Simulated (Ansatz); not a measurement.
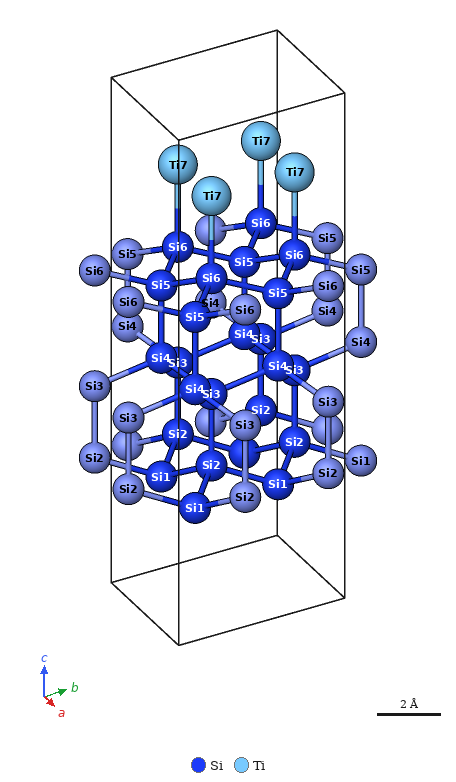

Figure 1. The input geometry (ball-and-stick view of the 2 × 2 repeat of the cell, with the vacuum cut short, seen slightly off an axis; neighbours outside the cell are drawn fainter; atoms are numbered from 1 in the order of the input). An atom can appear more than once, as a periodic image.

## TiSi6: geometry relaxation (part 1 of 3)

TiSi6 (slab, 7 atoms in the cell), computed with DFT PBEsol, scalar-relativistic, plane waves, PAW, spin-polarised (Ansatz 0.2.0).

The structure derives from a Materials Project entry. The input holds or restrains some coordinates. Forces given for the steps count only the free coordinates. It belongs to a series of runs on one base structure; here: Ti put at a top Si site. Figures and captions count atoms from 1; the log counts them from 0 in places.

## Input file
```yaml
crystal:
  lattice:
    - [3.824888353, 0.0, 0.0]
    - [-1.9124441765, 3.3124504803, 0.0]
    - [0.0, 0.0, 26.1211317404]
  atoms:
    - { symbol: Si, position: [0.6666666667, 0.3333333333, 0.3254070339] }
    - { symbol: Si, position: [0.3333333333, 0.6666666667, 0.3559122529] }
    - { symbol: Si, position: [0.3333333333, 0.6666666667, 0.44646421] }
    - { symbol: Si, position: [0.6666666667, 0.3333333333, 0.4756407795] }
    - { symbol: Si, position: [0.6666666667, 0.3333333333, 0.5672640833] }
    - { symbol: Si, position: [0.3333333333, 0.6666666667, 0.5929366605] }
    - { symbol: Ti, position: [0.3333333333, 0.6666666667, 0.6970669114], spin: 2.0 }
basis:
  ecutwfc: 420
kpoints:
  mp_grid: { grid: [9, 9, 1] }
hamiltonian:
  xc: pbesol
scf:
  occupations: { method: gaussian, width: 0.05 }
output:
  forces: true
  eigenvalues: true
  populations: true
  write_density: true
  write_potential: true
  elf: true
  volumetric_format: npy
magnetization:
  spin_polarized: true
relax:
  adjacent_minimum: "off"
  f_tol: 0.03
  max_steps: 70
  constraints: [{ sites: [0, 1, 2] }]
efield:
  axis: 3
  dipole_correction: true
  ramp_width: 0.04
```

Launched with:
```bash
ansatz run input.yaml --threads 1 --pin off --max-ram 2560MiB --backend cpu --events-out ev --progress --plain --runs-dir out
```

## What the program printed
```
Engine: ansatz 0.2.0, x86_64-unknown-linux-gnu
Pseudopotentials: kind: paw
Pseudopotential: Si, paw, valence charge 4, recommended cutoff 420 eV (normal), Si.paw.azcp
Pseudopotential: Ti, paw, valence charge 12, recommended cutoff 420 eV (normal), Ti.paw.azcp
Functional definition: PBEsol
  exchange = pbesol_x
  correlation = pbesol_c
Crystal: 7 atoms, lattice volume = 330.948 Å³
Basis set: ecut = 420 eV, 6459 PW (Γ), exchange–correlation on 54×54×360 points (8 copies of the dense FFT grid, shifted against one another)
Bands: 26, of which v1, the nominal top of the filled ones, is band 18 counted from 1 (17 counted from 0)
Symmetry: 6 space group operations
k-points: 12 of 81 (time reversal used)
Non-local potential: Si, projectors of the file, l = 0: 2, l = 1: 2, l = 2: 2
Non-local potential: Ti, projectors of the file, l = 0: 3, l = 1: 2, l = 2: 3, l = 3: 1
PAW form: soft (Blöchl's): semilocal exchange-correlation on the pseudo side does not see the compensation charge
PAW frozen core: Si, regenerated for the run's functional, and the local potential with it (the file was generated under x = pbe(κ = 0.804, μ = 0.2195149727645171), c = pbe(β = 0.06672455060314922))
PAW frozen core: Ti, regenerated for the run's functional, and the local potential with it (the file was generated under x = pbe(κ = 0.804, μ = 0.2195149727645171), c = pbe(β = 0.06672455060314922))
PAW one-centre angular grid: Si, 110 points (default); XC on 64 Gauss nodes
PAW one-centre angular grid: Ti, 590 points (default); XC on 64 Gauss nodes
Initial density: superposition of atomic densities (neutral atoms: chi_scale 0, normalization atom)
Starting moments: Σ|m| = 2 μB on 1 of 7 sites
Initial wavefunctions: pseudopotential atomic-orbital guess
Functional: x = pbesol(κ = 0.804, μ = 0.12345679012345678), c = pbesol(β = 0.046)
SCF iter   1: F=—  HF=-6199.581089 eV  |F-HF|=—  |Δ(HF+E_count)|=         —  Δρ=1.89e-2 (↑1.89e-2 ↓1.48e-2)  dr2=3.00e1  dr2_m=1.14e-1  M=1.913 μB ∫|m|=1.975 μB  β_m=1.00  ethr=3.10e-3  p=0.000 e·Å  D=2.83e-7 V/Å  ΔV_dip=-0.00 eV  dr2_dipole=1.68e1  V_vac-E_F(+/−)=6.11/6.11 eV  ⟨swp⟩=9.0  Hψ=4022  notcnv=0
Mixer restart at iter 1: flushing history
efield: sawtooth ramp at fractional position 0.9912 (placed from the atoms, in the widest stretch of the axis that holds none; the zero of the levels goes with the place), width 0.0400; the density the first Hamiltonian is built on has a dipole p = 0.000 e·Å; the dipole correction subtracts the counter field D = 2.83e-7 V/Å, which shifts the + side's vacuum level by -0.00 eV against the − side's; the planar-averaged density in the ramp window peaks in size at 1.2e-6 e/Å³
preconditioner: auto → LDOS  [metal: Δε(μ)=0.009 eV  Ē_g=6.500 eV  σ=0.050 eV  W_gap=0.10  n_scr=14 (ndim 8)  ℏωp=10.8 eV  f_vac=0.453  D(μ)=4.82/eV (n_scr^D=12)]
spin=Collinear: LDOS preconditioning applied to the charge; magnetization (m = ρ↑ − ρ↓) channel mixes plain (no charge-response kernel on spin).
SCF iter   2: F=—  HF=-6198.694166 eV  |F-HF|=—  |Δ(HF+E_count)|=   8.87e-1  Δρ=1.18e-2 (↑1.06e-2 ↓1.18e-2)  dr2=1.31e1  dr2_m=4.40e-3  M=1.970 μB ∫|m|=2.186 μB  β_m=0.52  ethr=3.10e-3  p=0.039 e·Å  D=2.14e-2 V/Å  ΔV_dip=-0.56 eV  dr2_dipole=6.61e0  V_vac-E_F(+/−)=5.38/5.93 eV  ⟨swp⟩=2.1  Hψ=965  notcnv=0  defer=32
density mixer auto → msr1: a metal under ldos (density of states about μ 1.32 of a free-electron gas's, 14 screened modes)
SCF iter   3: F=—  HF=-6197.992166 eV  |F-HF|=—  |Δ(HF+E_count)|=   7.02e-1  Δρ=7.90e-3 (↑7.90e-3 ↓6.96e-3)  dr2=2.34e0  dr2_m=1.44e-1  M=2.205 μB ∫|m|=2.703 μB  β_m=0.74  ethr=3.10e-3  p=0.119 e·Å  D=6.52e-2 V/Å  ΔV_dip=-1.70 eV  dr2_dipole=1.83e0  V_vac-E_F(+/−)=3.69/5.39 eV  ⟨swp⟩=3.8  Hψ=1287  notcnv=0  defer=50
SCF iter   4: F=—  HF=-6198.057855 eV  |F-HF|=—  |Δ(HF+E_count)|=   6.57e-2  Δρ=3.04e-3 (↑2.71e-3 ↓3.04e-3)  dr2=3.48e-1  dr2_m=1.98e-2  M=2.073 μB ∫|m|=2.828 μB  β_m=0.84  ethr=3.10e-3  p=0.081 e·Å  D=4.44e-2 V/Å  ΔV_dip=-1.16 eV  dr2_dipole=1.30e-2  V_vac-E_F(+/−)=4.14/5.30 eV  ⟨swp⟩=2.0  Hψ=892  notcnv=0  defer=37
SCF iter   5: F=—  HF=-6198.078819 eV  |F-HF|=—  |Δ(HF+E_count)|=   2.10e-2  Δρ=2.03e-3 (↑1.75e-3 ↓2.03e-3)  dr2=1.48e-1  dr2_m=8.43e-3  M=1.989 μB ∫|m|=3.136 μB  β_m=0.92  ethr=9.68e-4  p=0.079 e·Å  D=4.32e-2 V/Å  ΔV_dip=-1.13 eV  dr2_dipole=2.03e-2  V_vac-E_F(+/−)=3.98/5.10 eV  ⟨swp⟩=2.0  Hψ=759  notcnv=0  defer=39
SCF iter   6: F=—  HF=-6198.110133 eV  |F-HF|=—  |Δ(HF+E_count)|=         —  Δρ=1.32e-3 (↑1.32e-3 ↓5.75e-4)  dr2=2.42e-2  dr2_m=2.06e-3  M=1.996 μB ∫|m|=3.558 μB  β_m=0.92  ethr=4.11e-4  p=0.079 e·Å  D=4.30e-2 V/Å  ΔV_dip=-1.12 eV  dr2_dipole=6.21e-3  V_vac-E_F(+/−)=3.75/4.87 eV  ⟨swp⟩=2.9  Hψ=1028  notcnv=0  defer=39
SCF iter   7: F=—  HF=-6198.113509 eV  |F-HF|=—  |Δ(HF+E_count)|=   3.38e-3  Δρ=8.49e-4 (↑8.49e-4 ↓6.58e-4)  dr2=1.85e-2  dr2_m=1.31e-3  M=2.002 μB ∫|m|=3.637 μB  β_m=0.77  ethr=6.71e-5  p=0.083 e·Å  D=4.55e-2 V/Å  ΔV_dip=-1.19 eV  dr2_dipole=1.35e-2  V_vac-E_F(+/−)=3.67/4.86 eV  ⟨swp⟩=3.0  Hψ=1288  notcnv=0  defer=52
SCF iter   8: F=—  HF=-6198.112821 eV  |F-HF|=—  |Δ(HF+E_count)|=   6.88e-4  Δρ=3.55e-4 (↑2.96e-4 ↓3.55e-4)  dr2=6.78e-3  dr2_m=2.60e-4  M=2.007 μB ∫|m|=3.636 μB  β_m=0.88  ethr=5.14e-5  p=0.079 e·Å  D=4.30e-2 V/Å  ΔV_dip=-1.12 eV  dr2_dipole=5.57e-3  V_vac-E_F(+/−)=3.68/4.81 eV  ⟨swp⟩=1.7  Hψ=705  notcnv=0  defer=51
SCF iter   9: F=—  HF=-6198.112822 eV  |F-HF|=—  |Δ(HF+E_count)|=   6.46e-7  Δρ=1.04e-4 (↑1.04e-4 ↓7.94e-5)  dr2=9.87e-4  dr2_m=1.28e-5  M=2.009 μB ∫|m|=3.616 μB  β_m=0.76  ethr=1.88e-5  p=0.075 e·Å  D=4.12e-2 V/Å  ΔV_dip=-1.08 eV  dr2_dipole=7.47e-4  V_vac-E_F(+/−)=3.73/4.80 eV  ⟨swp⟩=1.3  Hψ=689  notcnv=0  defer=50
SCF iter  10: F=—  HF=-6198.112787 eV  |F-HF|=—  |Δ(HF+E_count)|=   3.46e-5  Δρ=8.26e-5 (↑8.26e-5 ↓3.18e-5)  dr2=4.53e-4  dr2_m=7.80e-6  M=2.008 μB ∫|m|=3.618 μB  β_m=0.73  ethr=2.74e-6  p=0.074 e·Å  D=4.06e-2 V/Å  ΔV_dip=-1.06 eV  dr2_dipole=3.16e-4  V_vac-E_F(+/−)=3.74/4.80 eV  ⟨swp⟩=2.2  Hψ=847  notcnv=0  defer=50
SCF iter  11: F=—  HF=-6198.112783 eV  |F-HF|=—  |Δ(HF+E_count)|=   4.60e-6  Δρ=3.60e-5 (↑3.60e-5 ↓1.89e-5)  dr2=8.07e-5  dr2_m=1.81e-6  M=2.007 μB ∫|m|=3.618 μB  β_m=0.81  ethr=1.26e-6  p=0.074 e·Å  D=4.04e-2 V/Å  ΔV_dip=-1.05 eV  dr2_dipole=6.28e-5  V_vac-E_F(+/−)=3.75/4.80 eV  ⟨swp⟩=1.0  Hψ=625  notcnv=0  defer=50
SCF iter  12: F=-6198.112780 eV  HF=-6198.112785 eV  |F-HF|=5.08e-6  |Δ(HF+E_count)|=   2.66e-6  Δρ=2.10e-5 (↑2.10e-5 ↓7.97e-6)  dr2=6.28e-6  dr2_m=4.43e-7  M=2.006 μB ∫|m|=3.620 μB  ethr=6.25e-8  p=0.073 e·Å  D=4.01e-2 V/Å  ΔV_dip=-1.05 eV  dr2_dipole=2.25e-8  V_vac-E_F(+/−)=3.75/4.80 eV  ⟨swp⟩=22.0  Hψ=6753  notcnv=0
SCF 1 converged in 12 iterations: F = -6198.112780 eV  dr2 = 6.28e-6
  greatest PAW one-centre occupation: 0.999 electrons in one spin orbital (limit 2), on the Ti atom at site 6 (counted from 0), in its partial waves of l = 0
relax step   1: F+E_penalty+E_count = -6198.11278012 eV  Δ(F+E_penalty+E_count) = +0.000e0 eV  max|allowed force component| = 1.280e0 eV/Å  Δτ_max = 0.0000 Å  (12 SCF iters, dr2 threshold 2.25e-5 eV, accepted)
Initial density: handed on by an earlier stage of this run
Starting moments: Σ|m| = 2 μB on 1 of 7 sites; this step starts from the density that it was given
Initial wavefunctions: those handed on with the density
iter 1 solved again at ethr=2.41e-4 eV; its pass at ethr=3.10e-3 eV (dr2=8.66e-2 eV) is discarded
SCF iter   1: F=—  HF=-6198.214128 eV  |F-HF|=—  |Δ(HF+E_count)|=         —  Δρ=1.76e-3 (↑1.76e-3 ↓1.74e-3)  dr2=7.68e-2  dr2_m=2.38e-3  M=1.987 μB ∫|m|=3.568 μB  β_m=1.00  ethr=2.41e-4  p=0.073 e·Å  D=4.01e-2 V/Å  ΔV_dip=-1.05 eV  dr2_dipole=1.52e-2  V_vac-E_F(+/−)=3.78/4.83 eV  ⟨swp⟩=1.4  Hψ=2717  notcnv=0  defer=46
efield: sawtooth ramp at fractional position 0.9912 (handed on by an earlier solve), width 0.0400; the density the first Hamiltonian is built on has a dipole p = 0.073 e·Å; the dipole correction subtracts the counter field D = 4.01e-2 V/Å, which shifts the + side's vacuum level by -1.05 eV against the − side's; the planar-averaged density in the ramp window peaks in size at 1.5e-6 e/Å³
preconditioner: auto → LDOS  [metal: Δε(μ)=0.037 eV  Ē_g=5.978 eV  σ=0.050 eV  W_gap=0.39  n_scr=14 (ndim 8)  ℏωp=10.8 eV  f_vac=0.462  D(μ)=4.45/eV (n_scr^D=12)]
spin=Collinear: LDOS preconditioning applied to the charge; magnetization (m = ρ↑ − ρ↓) channel mixes plain (no charge-response kernel on spin).
SCF iter   2: F=—  HF=-6198.209102 eV  |F-HF|=—  |Δ(HF+E_count)|=   5.03e-3  Δρ=1.02e-3 (↑9.83e-4 ↓1.02e-3)  dr2=2.99e-2  dr2_m=2.16e-5  M=1.985 μB ∫|m|=3.560 μB  β_m=0.45  ethr=2.13e-4  p=0.073 e·Å  D=4.00e-2 V/Å  ΔV_dip=-1.04 eV  dr2_dipole=5.61e-3  V_vac-E_F(+/−)=3.77/4.81 eV  ⟨swp⟩=1.5  Hψ=652  notcnv=0  defer=47
density mixer auto → msr1: a metal under ldos (density of states about μ 1.23 of a free-electron gas's, 14 screened modes)
SCF iter   3: F=—  HF=-6198.205411 eV  |F-HF|=—  |Δ(HF+E_count)|=   3.69e-3  Δρ=6.69e-4 (↑6.69e-4 ↓6.25e-4)  dr2=1.23e-3  dr2_m=1.08e-3  M=1.990 μB ∫|m|=3.561 μB  β_m=0.72  ethr=8.31e-5  p=0.073 e·Å  D=3.99e-2 V/Å  ΔV_dip=-1.04 eV  dr2_dipole=9.80e-5  V_vac-E_F(+/−)=3.75/4.79 eV  ⟨swp⟩=2.1  Hψ=748  notcnv=0  defer=53
SCF iter   4: F=—  HF=-6198.206576 eV  |F-HF|=—  |Δ(HF+E_count)|=   1.17e-3  Δρ=7.28e-5 (↑7.28e-5 ↓5.66e-5)  dr2=7.89e-5  dr2_m=3.85e-6  M=1.996 μB ∫|m|=3.571 μB  β_m=0.69  ethr=3.42e-6  p=0.074 e·Å  D=4.03e-2 V/Å  ΔV_dip=-1.05 eV  dr2_dipole=6.08e-6  V_vac-E_F(+/−)=3.73/4.78 eV  ⟨swp⟩=2.0  Hψ=1014  notcnv=0  defer=53
SCF iter   5: F=—  HF=-6198.206582 eV  |F-HF|=—  |Δ(HF+E_count)|=   5.58e-6  Δρ=5.61e-5 (↑5.61e-5 ↓2.53e-5)  dr2=1.07e-4  dr2_m=2.10e-6  M=1.996 μB ∫|m|=3.571 μB  β_m=0.84  ethr=2.19e-7  p=0.074 e·Å  D=4.04e-2 V/Å  ΔV_dip=-1.06 eV  dr2_dipole=6.50e-5  V_vac-E_F(+/−)=3.73/4.78 eV  ⟨swp⟩=2.5  Hψ=989  notcnv=0  defer=53
SCF iter   6: F=-6198.206588 eV  HF=-6198.206588 eV  |F-HF|=6.86e-8  |Δ(HF+E_count)|=   6.10e-6  Δρ=1.72e-5 (↑1.72e-5 ↓1.14e-5)  dr2=1.73e-6  dr2_m=4.08e-7  M=1.999 μB ∫|m|=3.574 μB  ethr=2.19e-7  p=0.074 e·Å  D=4.06e-2 V/Å  ΔV_dip=-1.06 eV  dr2_dipole=3.26e-7  V_vac-E_F(+/−)=3.73/4.79 eV  ⟨swp⟩=18.6  Hψ=5978  notcnv=0
SCF 2 converged in 6 iterations: F = -6198.206588 eV  dr2 = 1.73e-6
relax step   2: F+E_penalty+E_count = -6198.20658789 eV  Δ(F+E_penalty+E_count) = -9.381e-2 eV  max|allowed force component| = 5.628e-1 eV/Å  Δτ_max = 0.1357 Å  (6 SCF iters, dr2 threshold 1.00e-4 eV, accepted)
```
